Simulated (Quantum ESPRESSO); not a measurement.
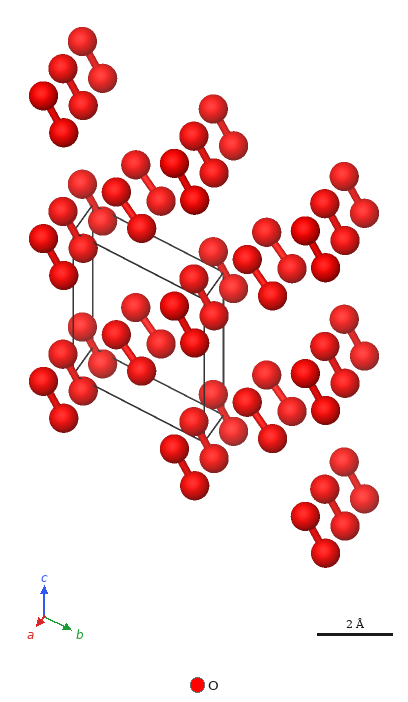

Figure 1. The input geometry (ball-and-stick view of the cell of the calculation, repeated 2 × 2 × 2, seen slightly off an axis). An atom can appear more than once, as a periodic image. Near neighbours in the periodic cell (some may lie outside the picture): O has 1 O at 1.19 Å.

**O: geometry relaxation**

- system: O (P1, 4 atoms in the cell)
- method: Kohn-Sham DFT of a periodic cell, PBE with D3(BJ), PseudoDojo 0.5 SR PBE standard, no spin polarisation (Quantum ESPRESSO 7.5)

The structure derives from an entry of the Crystallography Open Database. The run did not end well.

### What the program printed
```
Step          Energy          fmax
FIRE:    0    -1790.655203        1.946296
FIRE:    1    -1790.697743        1.182177
FIRE:    2    -1790.706605        1.024787
FIRE:    3    -1790.720076        0.813879
FIRE:    4    -1790.735064        0.899496
FIRE:    5    -1790.753667        0.999665
FIRE:    6    -1790.778435        0.913397
FIRE:    7    -1790.806538        0.719216
FIRE:    8    -1790.833721        0.780986
FIRE:    9    -1790.863920        0.841146
FIRE:   10    -1790.900675        0.704887
FIRE:   11    -1790.941276        0.700652
FIRE:   12    -1790.987374        0.818431
FIRE:   13    -1791.051946        0.940873
FIRE:   14    -1791.146899        1.180234
FIRE:   15    -1791.260796        0.985848
FIRE:   16    -1791.405351        0.687456
FIRE:   17    -1791.442334        0.631529
FIRE:   18    -1791.446918        0.531269
FIRE:   19    -1791.452979        0.472133
FIRE:   20    -1791.459306        0.498460
FIRE:   21    -1791.467395        0.430051
FIRE:   22    -1791.476061        0.268034
FIRE:   23    -1791.482097        0.280595
FIRE:   24    -1791.486160        0.314631
FIRE:   25    -1791.489409        0.122098
FIRE:   26    -1791.488381        0.288822
FIRE:   27    -1791.488712        0.242074
FIRE:   28    -1791.489154        0.160439
FIRE:   29    -1791.489429        0.081291
FIRE:   30    -1791.489422        0.125068
converged False
energy -1791.48942193 eV
forces (eV/A)
[[ 0.0281   -0.064353 -0.069394]
 [-0.026337  0.068081 -0.101554]
 [-0.027889 -0.0142    0.100693]
 [ 0.026126  0.010472  0.070255]]
stress (eV/A^3, Voigt)
[-3.517829e-02 -1.581710e-02 -4.888455e-02  9.135700e-04 -4.683000e-05
 -1.194000e-05]
Fermi level 3.6527 eV
```

### Trajectory as extended XYZ (Å, eV, eV/Å), 31 frames, from step=0 to step=30
```
4
Lattice="-2.9567 0.0000 0.0000 0.0000 2.1075 3.3449 0.0000 2.1075 -3.3449" Properties=species:S:1:pos:R:3:forces:R:3 step=0 energy=-1790.65520
O    -1.5926    2.1427    0.6349    0.4612  -0.3484   1.0456
O    -2.8425    2.0724   -2.8144   -0.4158   0.1385   1.8963
O    -1.3848    2.0187   -0.5328   -0.4332  -0.1143  -1.6514
O    -0.0935    2.1964    2.7123    0.3879   0.3243  -1.2906
4
Lattice="-2.9567 0.0000 0.0000 0.0000 2.1075 3.3449 0.0000 2.1075 -3.3449" Properties=species:S:1:pos:R:3:forces:R:3 step=1 energy=-1790.69774
O    -1.5880    2.1392    0.6453    0.7120  -0.5388  -0.7748
O    -2.8466    2.0738   -2.7954   -0.7188   0.3854  -0.2556
O    -1.3891    2.0175   -0.5494   -0.6820   0.0258   0.1947
O    -0.0897    2.1997    2.6994    0.6888   0.1277   0.8356
4
Lattice="-2.9567 0.0000 0.0000 0.0000 2.1075 3.3449 0.0000 2.1075 -3.3449" Properties=species:S:1:pos:R:3:forces:R:3 step=2 energy=-1790.70661
O    -1.5862    2.1379    0.6434    0.6725  -0.5223  -0.5703
O    -2.8484    2.0748   -2.7960   -0.6777   0.3702  -0.0489
O    -1.3908    2.0176   -0.5489   -0.6428  -0.0011  -0.0011
O    -0.0879    2.2000    2.7015    0.6481   0.1531   0.6203
4
Lattice="-2.9567 0.0000 0.0000 0.0000 2.1075 3.3449 0.0000 2.1075 -3.3449" Properties=species:S:1:pos:R:3:forces:R:3 step=3 energy=-1790.72008
O    -1.5827    2.1352    0.6400    0.6050  -0.4957  -0.2253
O    -2.8519    2.0767   -2.7968   -0.6073   0.3466   0.2996
O    -1.3942    2.0176   -0.5484   -0.5760  -0.0480  -0.3288
O    -0.0846    2.2007    2.7051    0.5783   0.1971   0.2545
4
Lattice="-2.9567 0.0000 0.0000 0.0000 2.1075 3.3449 0.0000 2.1075 -3.3449" Properties=species:S:1:pos:R:3:forces:R:3 step=4 energy=-1790.73506
O    -1.5777    2.1312    0.6363    0.5319  -0.4726   0.1215
O    -2.8570    2.0795   -2.7965   -0.5309   0.3297   0.6469
O    -1.3990    2.0175   -0.5491   -0.5039  -0.1016  -0.6497
O    -0.0798    2.2020    2.7092    0.5028   0.2444  -0.1187
4
Lattice="-2.9567 0.0000 0.0000 0.0000 2.1075 3.3449 0.0000 2.1075 -3.3449" Properties=species:S:1:pos:R:3:forces:R:3 step=5 energy=-1790.75367
O    -1.5714    2.1261    0.6334    0.4778  -0.4681   0.2984
O    -2.8633    2.0831   -2.7941   -0.4745   0.3373   0.8126
O    -1.4049    2.0171   -0.5518   -0.4509  -0.1457  -0.7926
O    -0.0738    2.2039    2.7124    0.4476   0.2765  -0.3184
4
Lattice="-2.9567 0.0000 0.0000 0.0000 2.1075 3.3449 0.0000 2.1075 -3.3449" Properties=species:S:1:pos:R:3:forces:R:3 step=6 energy=-1790.77843
O    -1.5641    2.1199    0.6318    0.4499  -0.4872   0.2187
O    -2.8706    2.0874   -2.7891   -0.4465   0.3776   0.7017
O    -1.4119    2.0162   -0.5569   -0.4244  -0.1738  -0.6712
O    -0.0668    2.2066    2.7143    0.4210   0.2834  -0.2492
4
Lattice="-2.9567 0.0000 0.0000 0.0000 2.1075 3.3449 0.0000 2.1075 -3.3449" Properties=species:S:1:pos:R:3:forces:R:3 step=7 energy=-1790.80654
O    -1.5559    2.1125    0.6311    0.4341  -0.5215  -0.0636
O    -2.8788    2.0928   -2.7821   -0.4326   0.4436   0.3651
O    -1.4196    2.0148   -0.5640   -0.4105  -0.1926  -0.3391
O    -0.0590    2.2101    2.7150    0.4091   0.2704   0.0375
4
Lattice="-2.9567 0.0000 0.0000 0.0000 2.1075 3.3449 0.0000 2.1075 -3.3449" Properties=species:S:1:pos:R:3:forces:R:3 step=8 energy=-1790.83372
O    -1.5467    2.1037    0.6303    0.4059  -0.5539  -0.3721
O    -2.8880    2.0995   -2.7742   -0.4072   0.5162  -0.0162
O    -1.4284    2.0127   -0.5719   -0.3851  -0.2170   0.0281
O    -0.0503    2.2143    2.7158    0.3864   0.2547   0.3602
4
Lattice="-2.9567 0.0000 0.0000 0.0000 2.1075 3.3449 0.0000 2.1075 -3.3449" Properties=species:S:1:pos:R:3:forces:R:3 step=9 energy=-1790.86392
O    -1.5355    2.0921    0.6275    0.3429  -0.5704  -0.5144
O    -2.8992    2.1087   -2.7665   -0.3465   0.5805  -0.2492
O    -1.4390    2.0095   -0.5795   -0.3266  -0.2645   0.2444
O    -0.0397    2.2198    2.7185    0.3302   0.2544   0.5192
4
Lattice="-2.9567 0.0000 0.0000 0.0000 2.1075 3.3449 0.0000 2.1075 -3.3449" Properties=species:S:1:pos:R:3:forces:R:3 step=10 energy=-1790.90068
O    -1.5223    2.0772    0.6217    0.2445  -0.5660  -0.3417
O    -2.9124    2.1214   -2.7604   -0.2488   0.6259  -0.1738
O    -1.4515    2.0048   -0.5855   -0.2340  -0.3430   0.1610
O    -0.0271    2.2268    2.7242    0.2383   0.2830   0.3545
4
Lattice="-2.9567 0.0000 0.0000 0.0000 2.1075 3.3449 0.0000 2.1075 -3.3449" Properties=species:S:1:pos:R:3:forces:R:3 step=11 energy=-1790.94128
O    -1.5074    2.0581    0.6133    0.1319  -0.5577   0.0903
O    -2.9274    2.1387   -2.7556   -0.1347   0.6675   0.1648
O    -1.4657    1.9974   -0.5903   -0.1269  -0.4516  -0.1673
O    -0.0129    2.2359    2.7326    0.1297   0.3418  -0.0879
4
Lattice="-2.9567 0.0000 0.0000 0.0000 2.1075 3.3449 0.0000 2.1075 -3.3449" Properties=species:S:1:pos:R:3:forces:R:3 step=12 energy=-1790.98737
O    -1.4913    2.0338    0.6059    0.0332  -0.5892   0.3140
O    -2.9435    2.1623   -2.7493   -0.0333   0.7602   0.3013
O    -1.4810    1.9859   -0.5967   -0.0302  -0.5858  -0.2772
O     0.0025    2.2482    2.7402    0.0303   0.4149  -0.3382
4
Lattice="-2.9567 0.0000 0.0000 0.0000 2.1075 3.3449 0.0000 2.1075 -3.3449" Properties=species:S:1:pos:R:3:forces:R:3 step=13 energy=-1791.05195
O    -1.4750    2.0035    0.6017   -0.0590  -0.6797   0.0241
O    -2.9600    2.1937   -2.7399    0.0613   0.9341  -0.0950
O    -1.4965    1.9682   -0.6059    0.0694  -0.7597   0.1300
O     0.0181    2.2648    2.7441   -0.0717   0.5053  -0.0592
4
Lattice="-2.9567 0.0000 0.0000 0.0000 2.1075 3.3449 0.0000 2.1075 -3.3449" Properties=species:S:1:pos:R:3:forces:R:3 step=14 energy=-1791.14690
O    -1.4594    1.9651    0.5979   -0.1544  -0.7371  -0.2346
O    -2.9756    2.2363   -2.7317    0.1581   1.0639  -0.4858
O    -1.5111    1.9414   -0.6135    0.1912  -0.9025   0.4925
O     0.0327    2.2874    2.7473   -0.1949   0.5757   0.2279
4
Lattice="-2.9567 0.0000 0.0000 0.0000 2.1075 3.3449 0.0000 2.1075 -3.3449" Properties=species:S:1:pos:R:3:forces:R:3 step=15 energy=-1791.26080
O    -1.4461    1.9167    0.5909   -0.2353  -0.6194   0.1567
O    -2.9889    2.2932   -2.7301    0.2406   0.9397  -0.1759
O    -1.5231    1.9025   -0.6144    0.2856  -0.8330   0.1353
O     0.0447    2.3178    2.7536   -0.2909   0.5127  -0.1161
4
Lattice="-2.9567 0.0000 0.0000 0.0000 2.1075 3.3449 0.0000 2.1075 -3.3449" Properties=species:S:1:pos:R:3:forces:R:3 step=16 energy=-1791.40535
O    -1.4368    1.8577    0.5867   -0.3069  -0.3326   0.4559
O    -2.9981    2.3664   -2.7316    0.3088   0.5213   0.2250
O    -1.5300    1.8490   -0.6129    0.3643  -0.5191  -0.2653
O     0.0515    2.3571    2.7578   -0.3662   0.3304  -0.4156
4
Lattice="-2.9567 0.0000 0.0000 0.0000 2.1075 3.3449 0.0000 2.1075 -3.3449" Properties=species:S:1:pos:R:3:forces:R:3 step=17 energy=-1791.44233
O    -1.4346    1.7912    0.5929   -0.4058   0.2461  -0.4159
O    -3.0002    2.4514   -2.7279    0.3993  -0.3761  -0.3130
O    -1.5286    1.7838   -0.6175    0.4513   0.1213   0.3315
O     0.0500    2.4038    2.7525   -0.4448   0.0088   0.3974
4
Lattice="-2.9567 0.0000 0.0000 0.0000 2.1075 3.3449 0.0000 2.1075 -3.3449" Properties=species:S:1:pos:R:3:forces:R:3 step=18 energy=-1791.44692
O    -1.4360    1.7920    0.5914   -0.3821   0.2390  -0.2230
O    -2.9988    2.4501   -2.7290    0.3764  -0.3500  -0.1346
O    -1.5271    1.7842   -0.6164    0.4269   0.1120   0.1486
O     0.0485    2.4038    2.7539   -0.4212  -0.0010   0.2091
4
Lattice="-2.9567 0.0000 0.0000 0.0000 2.1075 3.3449 0.0000 2.1075 -3.3449" Properties=species:S:1:pos:R:3:forces:R:3 step=19 energy=-1791.45298
O    -1.4388    1.7937    0.5893   -0.3415   0.2244   0.0722
O    -2.9961    2.4475   -2.7305    0.3371  -0.3024   0.1334
O    -1.5240    1.7851   -0.6147    0.3849   0.0940  -0.1275
O     0.0454    2.4039    2.7559   -0.3805  -0.0160  -0.0781
4
Lattice="-2.9567 0.0000 0.0000 0.0000 2.1075 3.3449 0.0000 2.1075 -3.3449" Properties=species:S:1:pos:R:3:forces:R:3 step=20 energy=-1791.45931
O    -1.4428    1.7963    0.5876   -0.2957   0.2014   0.2957
O    -2.9922    2.4439   -2.7313    0.2929  -0.2425   0.3223
O    -1.5195    1.7862   -0.6138    0.3367   0.0697  -0.3248
O     0.0410    2.4038    2.7575   -0.3339  -0.0286  -0.2931
4
Lattice="-2.9567 0.0000 0.0000 0.0000 2.1075 3.3449 0.0000 2.1075 -3.3449" Properties=species:S:1:pos:R:3:forces:R:3 step=21 energy=-1791.46739
O    -1.4477    1.7994    0.5875   -0.2533   0.1700   0.3032
O    -2.9873    2.4396   -2.7305    0.2519  -0.1799   0.2955
O    -1.5140    1.7876   -0.6145    0.2910   0.0434  -0.3030
O     0.0356    2.4036    2.7575   -0.2896  -0.0335  -0.2956
4
Lattice="-2.9567 0.0000 0.0000 0.0000 2.1075 3.3449 0.0000 2.1075 -3.3449" Properties=species:S:1:pos:R:3:forces:R:3 step=22 energy=-1791.47606
O    -1.4533    1.8031    0.5888   -0.2121   0.1305   0.0993
O    -2.9817    2.4348   -2.7284    0.2118  -0.1188   0.0647
O    -1.5076    1.7890   -0.6166    0.2453   0.0195  -0.0714
O     0.0292    2.4033    2.7561   -0.2451  -0.0312  -0.0926
4
Lattice="-2.9567 0.0000 0.0000 0.0000 2.1075 3.3449 0.0000 2.1075 -3.3449" Properties=species:S:1:pos:R:3:forces:R:3 step=23 energy=-1791.48210
O    -1.4597    1.8072    0.5907   -0.1630   0.0837  -0.1567
O    -2.9754    2.4297   -2.7260    0.1637  -0.0586  -0.2072
O    -1.5003    1.7904   -0.6189    0.1903   0.0003   0.2062
O     0.0220    2.4028    2.7542   -0.1910  -0.0254   0.1577
4
Lattice="-2.9567 0.0000 0.0000 0.0000 2.1075 3.3449 0.0000 2.1075 -3.3449" Properties=species:S:1:pos:R:3:forces:R:3 step=24 energy=-1791.48616
O    -1.4665    1.8115    0.5913   -0.1037   0.0356  -0.2276
O    -2.9686    2.4248   -2.7253    0.1051  -0.0010  -0.2839
O    -1.4926    1.7916   -0.6196    0.1237  -0.0145   0.2889
O     0.0143    2.4022    2.7536   -0.1251  -0.0201   0.2226
4
Lattice="-2.9567 0.0000 0.0000 0.0000 2.1075 3.3449 0.0000 2.1075 -3.3449" Properties=species:S:1:pos:R:3:forces:R:3 step=25 energy=-1791.48941
O    -1.4741    1.8160    0.5903   -0.0361  -0.0131  -0.0471
O    -2.9611    2.4200   -2.7267    0.0382   0.0536  -0.1022
O    -1.4840    1.7928   -0.6182    0.0471  -0.0268   0.1094
O     0.0057    2.4015    2.7546   -0.0492  -0.0137   0.0400
4
Lattice="-2.9567 0.0000 0.0000 0.0000 2.1075 3.3449 0.0000 2.1075 -3.3449" Properties=species:S:1:pos:R:3:forces:R:3 step=26 energy=-1791.48838
O    -1.4820    1.8202    0.5885    0.0301  -0.0621   0.2805
O    -2.9531    2.4159   -2.7295   -0.0280   0.0892   0.2363
O    -1.4747    1.7935   -0.6152   -0.0300  -0.0290  -0.2388
O    -0.0035    2.4006    2.7562    0.0278   0.0019  -0.2779
4
Lattice="-2.9567 0.0000 0.0000 0.0000 2.1075 3.3449 0.0000 2.1075 -3.3449" Properties=species:S:1:pos:R:3:forces:R:3 step=27 energy=-1791.48871
O    -1.4820    1.8201    0.5889    0.0301  -0.0627   0.2319
O    -2.9532    2.4160   -2.7292   -0.0279   0.0870   0.1889
O    -1.4748    1.7935   -0.6155   -0.0299  -0.0273  -0.1912
O    -0.0035    2.4006    2.7559    0.0277   0.0029  -0.2296
4
Lattice="-2.9567 0.0000 0.0000 0.0000 2.1075 3.3449 0.0000 2.1075 -3.3449" Properties=species:S:1:pos:R:3:forces:R:3 step=28 energy=-1791.48915
O    -1.4819    1.8199    0.5895    0.0298  -0.0637   0.1442
O    -2.9533    2.4163   -2.7287   -0.0277   0.0827   0.1036
O    -1.4748    1.7934   -0.6160   -0.0296  -0.0239  -0.1056
O    -0.0034    2.4006    2.7552    0.0276   0.0049  -0.1423
4
Lattice="-2.9567 0.0000 0.0000 0.0000 2.1075 3.3449 0.0000 2.1075 -3.3449" Properties=species:S:1:pos:R:3:forces:R:3 step=29 energy=-1791.48943
O    -1.4818    1.8197    0.5904    0.0292  -0.0645   0.0347
O    -2.9534    2.4166   -2.7280   -0.0273   0.0765  -0.0023
O    -1.4750    1.7933   -0.6167   -0.0291  -0.0195   0.0009
O    -0.0033    2.4006    2.7544    0.0271   0.0075  -0.0333
4
Lattice="-2.9567 0.0000 0.0000 0.0000 2.1075 3.3449 0.0000 2.1075 -3.3449" Properties=species:S:1:pos:R:3:forces:R:3 step=30 energy=-1791.48942
O    -1.4816    1.8193    0.5912    0.0281  -0.0644  -0.0694
O    -2.9535    2.4171   -2.7274   -0.0263   0.0681  -0.1016
O    -1.4751    1.7932   -0.6173   -0.0279  -0.0142   0.1007
O    -0.0031    2.4006    2.7536    0.0261   0.0105   0.0703
```

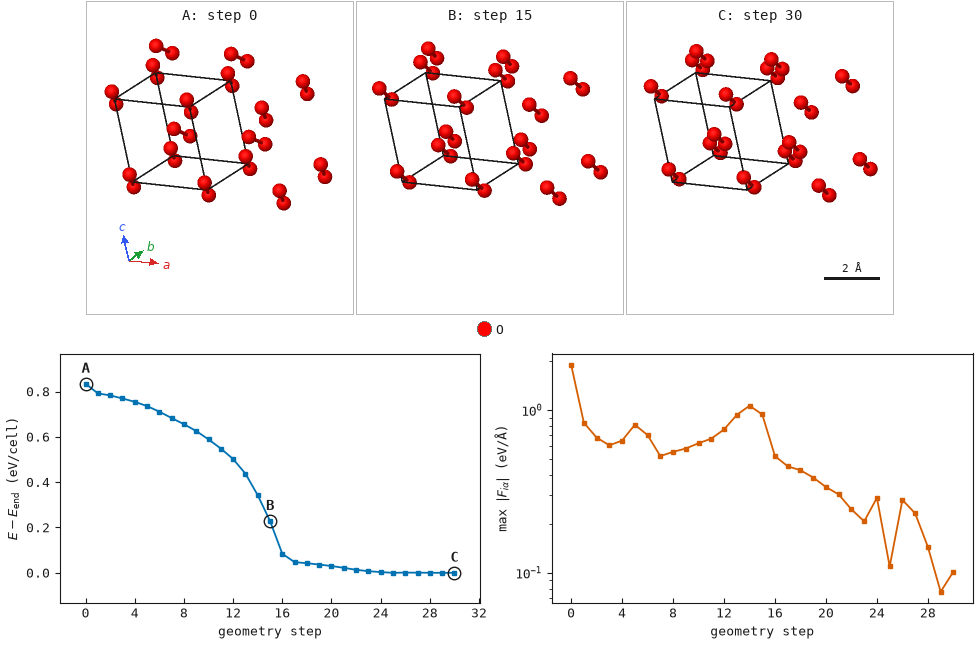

Figure 2. Frames of the relaxation (ball-and-stick view of the cell of the calculation, repeated 2 × 1 × 2, with bonded neighbours outside it, seen slightly off an axis) above the curves, on which the letters mark them (steps are counted from 0).

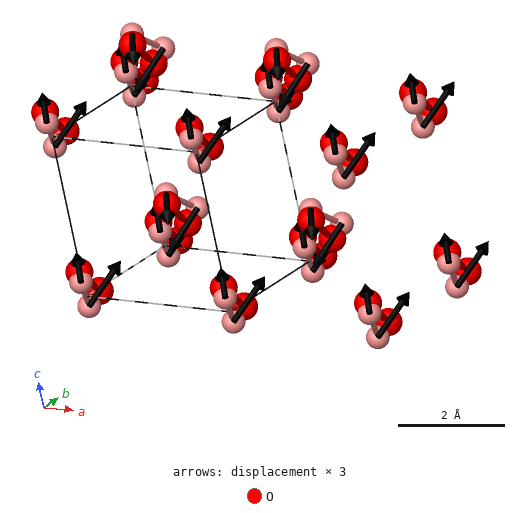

Figure 3. Start (faint) and end (solid) with the displacements as black arrows, magnified 3 times (ball-and-stick view of the cell of the calculation, repeated 2 × 1 × 2, with bonded neighbours outside it, seen slightly off an axis). The relaxation stopped without meeting its thresholds, so the last structure isn't shown to be converged. Over 30 geometry steps the energy falls by 0.834 eV per cell of the calculation. Largest force component: 1.9 eV/Å at the start, 0.1 eV/Å at the end. The largest move is that of O2, 0.37 Å. The cell stays as it was. Among the contacts that change: O1–O3 1.193 → 1.209 Å. The space group (tolerance 0.01 Å) goes from P1 (No. 1) to P2_1 (No. 4). (Atoms are counted from 1 in the order of the input.)

This output came from the following input.

### Input file
```python
import numpy as np
from ase.calculators.espresso import Espresso, EspressoProfile
from ase.io import read

atoms = read('POSCAR')

input_data = {
    'control': {'calculation': 'scf', 'prefix': 'pwscf', 'outdir': './tmp', 'tprnfor': True, 'tstress': True, 'disk_io': 'low'},
    'system': {'ecutwfc': 84.0, 'nbnd': 19, 'occupations': 'smearing', 'smearing': 'mv', 'degauss': 0.00999582, 'vdw_corr': 'grimme-d3', 'dftd3_version': 4},
    'electrons': {'conv_thr': 8e-10, 'electron_maxstep': 120, 'mixing_beta': 0.5},
}
pseudopotentials = {'O': 'O.upf'}
profile = EspressoProfile(command='pw.x', pseudo_dir='pseudo')
dft = Espresso(profile=profile, input_data=input_data, pseudopotentials=pseudopotentials, kpts=(4, 4, 4), koffset=(0, 0, 0))
atoms.calc = dft

from ase.optimize import FIRE
done = FIRE(atoms, trajectory='opt.traj').run(fmax=0.02, steps=30)
print('converged', done)
print(f'energy {atoms.get_potential_energy():.8f} eV')
print('forces (eV/A)')
print(np.round(atoms.get_forces(), 6))
print('stress (eV/A^3, Voigt)')
print(np.round(atoms.get_stress(), 8))
print(f'Fermi level {dft.get_fermi_level():.4f} eV')
```

### File POSCAR
```
O
1.0
   -2.9567000000      0.0000000000      0.0000000000
    0.0000000000      2.1075500000      3.3448500000
    0.0000000000      2.1075500000     -3.3448500000
O
4
Direct
    0.5386358400      0.6032374700      0.4134346000
    0.9613641600      0.0709625300      0.9123654000
    0.4683608900      0.3992642000      0.5585645800
    0.0316391100      0.9265358000      0.1156354200
```

Run as:
```bash
OMP_NUM_THREADS=1 python run.py
```

### What the run reported

| quantity | value |
| --- | --- |
| outcome | not converged |
| space group (tolerance 0.01 Å) | P1 (1) → P2₁ (4) |
| electrons treated | 24 |
| free energy | −1791.4896 eV |
| Fermi energy | 3.653 eV |
| gap on the k-point mesh | 1.07 eV |
| pressure | 5.33 GPa |
| final volume | 41.69 Å³ |
| largest force (length of the vector) at the end | 0.125 eV/Å |
| final cell | a = 2.957 Å, b = 3.953 Å, c = 3.953 Å, α = 115.57°, β = 90.00°, γ = 90.00° |
| hardware | 1 thread of AMD EPYC (Zen 5), 16 GiB of memory available, shared host |
| wall time | 8.7 min |
| peak memory | 0.1 GiB |

### What went wrong

The run did not converge. Its last values are not results. Points of doubt noted for this run: coarse mesh.
